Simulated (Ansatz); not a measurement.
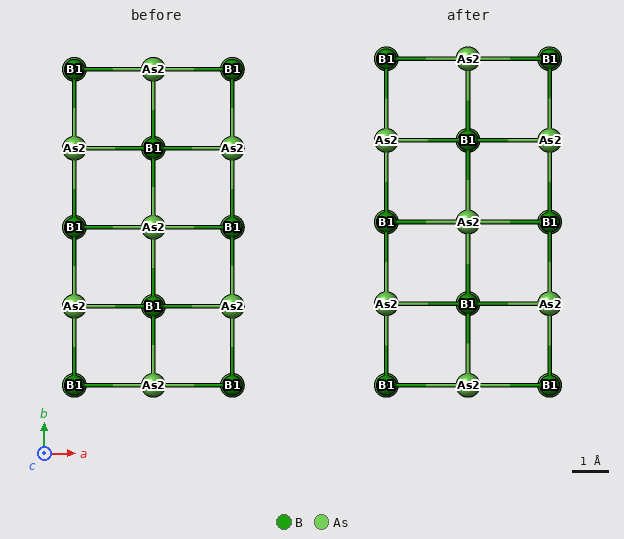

The structure of a crystal of BAs (a generated structure, set up in Fm-3m) before (left) and after (right) a relaxation, at one scale.

The picture is a ball-and-stick view of the conventional cell (4 times the calculation's cell), repeated 1 × 2 × 1 with one cell outlined, seen along the c axis. Lengths and directions refer to the drawn axes.

Case: cell and atoms relaxed from a first guess.

Computed with Ansatz 0.2.0, DFT, PBE, PAW with Ansatz's default frozen-core files, scalar-relativistic. (plane-wave cutoff 420 eV; k-point mesh 14 × 14 × 14; occupations fermi dirac; smearing width 0.05 eV; no spin polarisation; cell and atoms relaxed; force threshold 0.005 eV/Å; at most 80 steps)

Question: What changed between the two?

Answer: The atoms keep their places relative to the cell (all moves are under 0.005 Å). Cell: a = b = c 4.465 → 4.614 Å (+3.3 %). Volume +10.4 %. Some distances before and after: B1–As2 2.232 → 2.307 Å. The space group stays Fm-3m (No. 225). After 4 accepted moves (6 points after the start) the energy has fallen by 51.6 meV per atom. All forces vanish by symmetry, so only the cell relaxes. The pressure goes from 15.65 to 0.00 GPa. At 2 points the geometry stayed and the basis and grid were re-selected for the new cell (energy shift of 1.0 meV per atom at most each time). The run took roughly 8 core-seconds on a shared host.
